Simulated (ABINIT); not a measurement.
**Geometry relaxation, with input and output: AlN (part 2 of 2)**

The same run, continued: AlN (2 atoms in the cell); Kohn-Sham DFT of a periodic cell, PBEsol, PseudoDojo NC SR PBEsol v0.4 stringent, no spin polarisation (ABINIT 10.8.3); cutoff 1142.88 eV, 8×8×8 k-mesh, fermi-dirac of 0.05 eV. The structure derives from a Materials Project entry.

Geometry of the input (Å; fractional positions):
```
0.0000  2.1840  2.1840
2.1840  0.0000  2.1840
2.1840  2.1840  0.0000
Al 0.0000  0.0000  0.0000
N  0.2500  0.2500  0.2500
```

### Output, continued
```
--- !ResultsGS
iteration_state: {dtset: 1, itime: 2, icycle: 1, }
comment   : Summary of ground state results
lattice_vectors:
- [  0.0000000,   4.1323168,   4.1323168, ]
- [  4.1323168,   0.0000000,   4.1323168, ]
- [  4.1323168,   4.1323168,   0.0000000, ]
lattice_lengths: [   5.84398,    5.84398,    5.84398, ]
lattice_angles: [ 60.000,  60.000,  60.000, ] # degrees, (23, 13, 12)
lattice_volume:   1.4112723E+02
convergence: {deltae:  5.258E-13, res2:  5.438E-13, residm:  4.603E-09, diffor: null, }
etotal    :  -1.27633096E+01
entropy   :   0.00000000E+00
fermie    :   2.77238113E-01
cartesian_stress_tensor: # hartree/bohr^3
- [ -1.57079412E-05,   0.00000000E+00,   0.00000000E+00, ]
- [  0.00000000E+00,  -1.57079412E-05,   0.00000000E+00, ]
- [  0.00000000E+00,   0.00000000E+00,  -1.57079412E-05, ]
pressure_GPa:   4.6214E-01
xred      :
- [  0.0000E+00,   0.0000E+00,   0.0000E+00, Al]
- [  2.5000E-01,   2.5000E-01,   2.5000E-01,  N]
cartesian_forces: # hartree/bohr
- [ -0.00000000E+00,  -0.00000000E+00,  -0.00000000E+00, ]
- [ -0.00000000E+00,  -0.00000000E+00,  -0.00000000E+00, ]
force_length_stats: {min:   0.00000000E+00, max:   0.00000000E+00, mean:   0.00000000E+00, }
...

 Integrated electronic density in atomic spheres:
 ------------------------------------------------
 Atom  Sphere_radius  Integrated_density
    1        2.00000          1.11758321
    2        2.00000          5.37085396

---OUTPUT-----------------------------------------------------------------------

 Cartesian coordinates (xcart) [bohr]
  0.00000000000000E+00  0.00000000000000E+00  0.00000000000000E+00
  2.06615838876886E+00  2.06615838876886E+00  2.06615838876886E+00
 Reduced coordinates (xred)
  0.00000000000000E+00  0.00000000000000E+00  0.00000000000000E+00
  2.50000000000000E-01  2.50000000000000E-01  2.50000000000000E-01
 Cartesian forces (fcart) [Ha/bohr]; max,rms= 0.00000E+00 0.00000E+00 (free atoms)
 -0.00000000000000E+00 -0.00000000000000E+00 -0.00000000000000E+00
 -0.00000000000000E+00 -0.00000000000000E+00 -0.00000000000000E+00
 Gradient of E wrt nuclear positions in reduced coordinates (gred)
  0.00000000000000E+00  0.00000000000000E+00  0.00000000000000E+00
  0.00000000000000E+00  0.00000000000000E+00  0.00000000000000E+00
 Scale of Primitive Cell (acell) [bohr]
  5.84397843081572E+00  5.84397843081572E+00  5.84397843081572E+00
 Real space primitive translations (rprimd) [bohr]
  0.00000000000000E+00  4.13231677753772E+00  4.13231677753772E+00
  4.13231677753772E+00  0.00000000000000E+00  4.13231677753772E+00
  4.13231677753772E+00  4.13231677753772E+00  0.00000000000000E+00
 Unitary Cell Volume (ucvol) [Bohr^3]=  1.41127229287182E+02
 Angles (23,13,12)= [degrees]
  6.00000000000000E+01  6.00000000000000E+01  6.00000000000000E+01
 Lengths [Bohr]
  5.84397843081572E+00  5.84397843081572E+00  5.84397843081572E+00
 Stress tensor in cartesian coordinates (strten) [Ha/bohr^3]
 -1.57079412025514E-05  0.00000000000000E+00  0.00000000000000E+00
  0.00000000000000E+00 -1.57079412025519E-05  0.00000000000000E+00
  0.00000000000000E+00  0.00000000000000E+00 -1.57079412025519E-05
 Total energy (etotal) [Ha]= -1.27633096131479E+01

 Difference of energy with previous step (new-old):
           Absolute (Ha)=-1.51631E-05
           Relative     =-1.18802E-06

--- Iteration: ( 3/50) Internal Cycle: (1/1)
--------------------------------------------------------------------------------

---SELF-CONSISTENT-FIELD CONVERGENCE--------------------------------------------

--- !BeginCycle
iteration_state: {dtset: 1, itime: 3, icycle: 1, }
solver: {iscf: 7, nstep: 80, nline: 4, wfoptalg: 0, }
tolerances: {tolvrs: 1.00E-12, }
...

     iter   Etot(hartree)      deltaE(h)  residm     vres2
 ETOT  1  -12.763281698851    -1.276E+01 1.313E-07 2.250E-01
 ETOT  2  -12.763285473332    -3.774E-06 3.282E-07 1.684E-01
 ETOT  3  -12.763312071251    -2.660E-05 1.234E-06 6.995E-04
 ETOT  4  -12.763312151714    -8.046E-08 3.237E-08 1.947E-06
 ETOT  5  -12.763312151783    -6.923E-11 3.889E-09 2.717E-08
 ETOT  6  -12.763312151787    -3.512E-12 1.031E-09 8.425E-11
 ETOT  7  -12.763312151786     2.505E-13 1.073E-09 2.083E-13

 At SCF step    7       vres2   =  2.08E-13 < tolvrs=  1.00E-12 =>converged.

 Cartesian components of stress tensor (hartree/bohr^3)
  sigma(1 1)= -1.06178120E-07  sigma(3 2)=  0.00000000E+00
  sigma(2 2)= -1.06178120E-07  sigma(3 1)=  0.00000000E+00
  sigma(3 3)= -1.06178120E-07  sigma(2 1)=  0.00000000E+00

--- !ResultsGS
iteration_state: {dtset: 1, itime: 3, icycle: 1, }
comment   : Summary of ground state results
lattice_vectors:
- [  0.0000000,   4.1354544,   4.1354544, ]
- [  4.1354544,   0.0000000,   4.1354544, ]
- [  4.1354544,   4.1354544,   0.0000000, ]
lattice_lengths: [   5.84842,    5.84842,    5.84842, ]
lattice_angles: [ 60.000,  60.000,  60.000, ] # degrees, (23, 13, 12)
lattice_volume:   1.4144894E+02
convergence: {deltae:  2.505E-13, res2:  2.083E-13, residm:  1.073E-09, diffor: null, }
etotal    :  -1.27633122E+01
entropy   :   0.00000000E+00
fermie    :   2.76129565E-01
cartesian_stress_tensor: # hartree/bohr^3
- [ -1.06178120E-07,   0.00000000E+00,   0.00000000E+00, ]
- [  0.00000000E+00,  -1.06178120E-07,   0.00000000E+00, ]
- [  0.00000000E+00,   0.00000000E+00,  -1.06178120E-07, ]
pressure_GPa:   3.1239E-03
xred      :
- [  0.0000E+00,   0.0000E+00,   0.0000E+00, Al]
- [  2.5000E-01,   2.5000E-01,   2.5000E-01,  N]
cartesian_forces: # hartree/bohr
- [ -0.00000000E+00,  -0.00000000E+00,  -0.00000000E+00, ]
- [ -0.00000000E+00,  -0.00000000E+00,  -0.00000000E+00, ]
force_length_stats: {min:   0.00000000E+00, max:   0.00000000E+00, mean:   0.00000000E+00, }
...

 Integrated electronic density in atomic spheres:
 ------------------------------------------------
 Atom  Sphere_radius  Integrated_density
    1        2.00000          1.11805217
    2        2.00000          5.37215219

---OUTPUT-----------------------------------------------------------------------

 Cartesian coordinates (xcart) [bohr]
  0.00000000000000E+00  0.00000000000000E+00  0.00000000000000E+00
  2.06772719262489E+00  2.06772719262489E+00  2.06772719262489E+00
 Reduced coordinates (xred)
  0.00000000000000E+00  0.00000000000000E+00  0.00000000000000E+00
  2.50000000000000E-01  2.50000000000000E-01  2.50000000000000E-01
 Cartesian forces (fcart) [Ha/bohr]; max,rms= 0.00000E+00 0.00000E+00 (free atoms)
 -0.00000000000000E+00 -0.00000000000000E+00 -0.00000000000000E+00
 -0.00000000000000E+00 -0.00000000000000E+00 -0.00000000000000E+00
 Gradient of E wrt nuclear positions in reduced coordinates (gred)
  0.00000000000000E+00  0.00000000000000E+00  0.00000000000000E+00
  0.00000000000000E+00  0.00000000000000E+00  0.00000000000000E+00
 Scale of Primitive Cell (acell) [bohr]
  5.84841567819554E+00  5.84841567819554E+00  5.84841567819554E+00
 Real space primitive translations (rprimd) [bohr]
  0.00000000000000E+00  4.13545438524979E+00  4.13545438524979E+00
  4.13545438524979E+00  0.00000000000000E+00  4.13545438524979E+00
  4.13545438524979E+00  4.13545438524979E+00  0.00000000000000E+00
 Unitary Cell Volume (ucvol) [Bohr^3]=  1.41448940960033E+02
 Angles (23,13,12)= [degrees]
  6.00000000000000E+01  6.00000000000000E+01  6.00000000000000E+01
 Lengths [Bohr]
  5.84841567819554E+00  5.84841567819554E+00  5.84841567819554E+00
 Stress tensor in cartesian coordinates (strten) [Ha/bohr^3]
 -1.06178119622935E-07  0.00000000000000E+00  0.00000000000000E+00
  0.00000000000000E+00 -1.06178119622935E-07  0.00000000000000E+00
  0.00000000000000E+00  0.00000000000000E+00 -1.06178119622068E-07
 Total energy (etotal) [Ha]= -1.27633121517863E+01

 Difference of energy with previous step (new-old):
           Absolute (Ha)=-2.53864E-06
           Relative     =-1.98901E-07

 At Broyd/MD step   3, gradients are converged :
  max grad (force/stress) = 1.0618E-05 < tolmxf= 2.0000E-05 ha/bohr (free atoms)

================================================================================

 ----iterations are completed or convergence reached----

 Mean square residual over all n,k,spin=   63.500E-13; max=  10.730E-10
 reduced coordinates (array xred) for    2 atoms
       0.000000000000      0.000000000000      0.000000000000
       0.250000000000      0.250000000000      0.250000000000
 rms dE/dt=  0.0000E+00; max dE/dt=  0.0000E+00; dE/dt below (all hartree)
    1       0.000000000000      0.000000000000      0.000000000000
    2       0.000000000000      0.000000000000      0.000000000000

 cartesian coordinates (angstrom) at end:
    1      0.00000000000000     0.00000000000000     0.00000000000000
    2      1.09419410795922     1.09419410795922     1.09419410795922

 cartesian forces (hartree/bohr) at end:
    1     -0.00000000000000    -0.00000000000000    -0.00000000000000
    2     -0.00000000000000    -0.00000000000000    -0.00000000000000
 frms,max,avg= 0.0000000E+00 0.0000000E+00   0.000E+00  0.000E+00  0.000E+00 h/b

 cartesian forces (eV/Angstrom) at end:
    1     -0.00000000000000    -0.00000000000000    -0.00000000000000
    2     -0.00000000000000    -0.00000000000000    -0.00000000000000
 frms,max,avg= 0.0000000E+00 0.0000000E+00   0.000E+00  0.000E+00  0.000E+00 e/A
 length scales=  5.848415678196  5.848415678196  5.848415678196 bohr
              =  3.094848294689  3.094848294689  3.094848294689 angstroms
 Fermi (or HOMO) energy (hartree) =   0.27613   Average Vxc (hartree)=  -0.39984
 Eigenvalues (hartree) for nkpt=  29  k points:
 kpt#   1, nband=  8, wtk=  0.00195, kpt=  0.0000  0.0000  0.0000 (reduced coord)
  -0.34038    0.20785    0.20785    0.20785    0.35726    0.66399    0.66399    0.66399
      occupation numbers for kpt#   1
   2.00000    2.00000    2.00000    2.00000    0.00000    0.00000    0.00000    0.00000
 prteigrs : prtvol=0 or 1, do not print more k-points.

--- !EnergyTerms
iteration_state     : {dtset: 1, itime: 3, icycle: 1, }
comment             : Components of total free energy in Hartree
kinetic             :  8.13970698654507E+00
hartree             :  2.78864575491326E+00
xc                  : -4.20173544014988E+00
Ewald energy        : -1.08780905831368E+01
psp_core            :  3.36527237597608E-01
local_psp           : -8.30105752114774E+00
non_local_psp       : -6.47308586407838E-01
internal            : -1.27633121517863E+01
'-kT*entropy'       : -1.06649231788729E-15
total_energy        : -1.27633121517863E+01
total_energy_eV     : -3.47307416740280E+02
band_energy         :  1.78443213225030E-01
...

 Cartesian components of stress tensor (hartree/bohr^3)
  sigma(1 1)= -1.06178120E-07  sigma(3 2)=  0.00000000E+00
  sigma(2 2)= -1.06178120E-07  sigma(3 1)=  0.00000000E+00
  sigma(3 3)= -1.06178120E-07  sigma(2 1)=  0.00000000E+00

-Cartesian components of stress tensor (GPa)         [Pressure=  3.1239E-03 GPa]
- sigma(1 1)= -3.12386813E-03  sigma(3 2)=  0.00000000E+00
- sigma(2 2)= -3.12386813E-03  sigma(3 1)=  0.00000000E+00
- sigma(3 3)= -3.12386813E-03  sigma(2 1)=  0.00000000E+00

== END DATASET(S) ==============================================================
================================================================================

 -outvars: echo values of variables after computation  --------
            acell      5.8484156782E+00  5.8484156782E+00  5.8484156782E+00 Bohr
           etotal     -1.2763312152E+01
            fcart     -0.0000000000E+00 -0.0000000000E+00 -0.0000000000E+00
                      -0.0000000000E+00 -0.0000000000E+00 -0.0000000000E+00
            rprim      0.0000000000E+00  7.0710678119E-01  7.0710678119E-01
                       7.0710678119E-01  0.0000000000E+00  7.0710678119E-01
                       7.0710678119E-01  7.0710678119E-01  0.0000000000E+00
           strten     -1.0617811962E-07 -1.0617811962E-07 -1.0617811962E-07
                       0.0000000000E+00  0.0000000000E+00  0.0000000000E+00
           xangst      0.0000000000E+00  0.0000000000E+00  0.0000000000E+00
                       1.0941941080E+00  1.0941941080E+00  1.0941941080E+00
             xred      0.0000000000E+00  0.0000000000E+00  0.0000000000E+00
                       2.5000000000E-01  2.5000000000E-01  2.5000000000E-01
 Calculation completed.
```

### Trajectory as extended XYZ (Å, eV, eV/Å), 3 frames, from step=0 to step=2
```
2
Lattice="0.0000 2.1840 2.1840 2.1840 0.0000 2.1840 2.1840 2.1840 0.0000" Properties=species:S:1:pos:R:3:forces:R:3 step=0 energy=-347.30694
Al    0.0000    0.0000    0.0000    0.0000   0.0000   0.0000
N     1.0920    1.0920    1.0920    0.0000   0.0000   0.0000
2
Lattice="0.0000 2.1867 2.1867 2.1867 0.0000 2.1867 2.1867 2.1867 0.0000" Properties=species:S:1:pos:R:3:forces:R:3 step=1 energy=-347.30735
Al    0.0000    0.0000    0.0000    0.0000   0.0000   0.0000
N     1.0934    1.0934    1.0934    0.0000   0.0000   0.0000
2
Lattice="0.0000 2.1884 2.1884 2.1884 0.0000 2.1884 2.1884 2.1884 0.0000" Properties=species:S:1:pos:R:3:forces:R:3 step=2 energy=-347.30742
Al    0.0000    0.0000    0.0000    0.0000   0.0000   0.0000
N     1.0942    1.0942    1.0942    0.0000   0.0000   0.0000
```

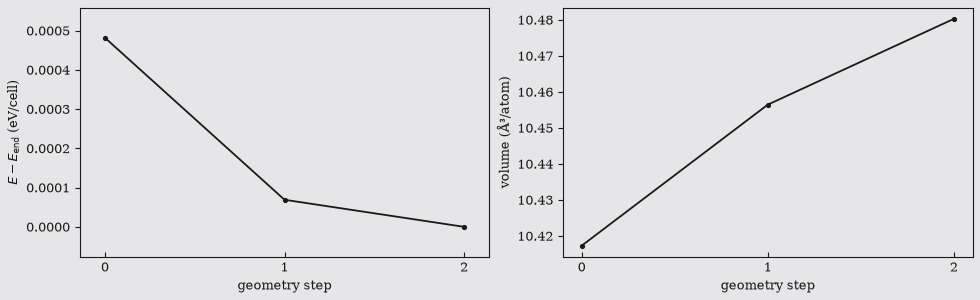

Fig. 1: Progress of the relaxation, step by step (steps are counted from 0). Over 2 geometry steps the energy falls by 0.5 meV per cell of the calculation. All forces vanish by symmetry, so only the cell relaxes. No atom moves by more than 0.005 Å relative to the cell. Cell: a = b = c 4.368 → 4.377 Å (+0.2 %). Volume +0.6 %. The space group stays F-43m (No. 216).

### Results in brief

| quantity | value |
| --- | --- |
| outcome | converged |
| space group (tolerance 0.01 Å) | F-43m (216) |
| electrons treated | 8 |
| free energy | −347.3074 eV |
| Fermi energy | 7.514 eV |
| gap on the k-point mesh | 3.19 eV |
| pressure | 0.00 GPa |
| final volume | 20.96 Å³ |
| largest force (length of the vector) at the end | under 0.001 eV/Å |
| final cell | a = 3.095 Å, b = 3.095 Å, c = 3.095 Å, α = 60.00°, β = 60.00°, γ = 60.00° |
| wall time | 43 s |
| peak memory | 0.09 GiB |
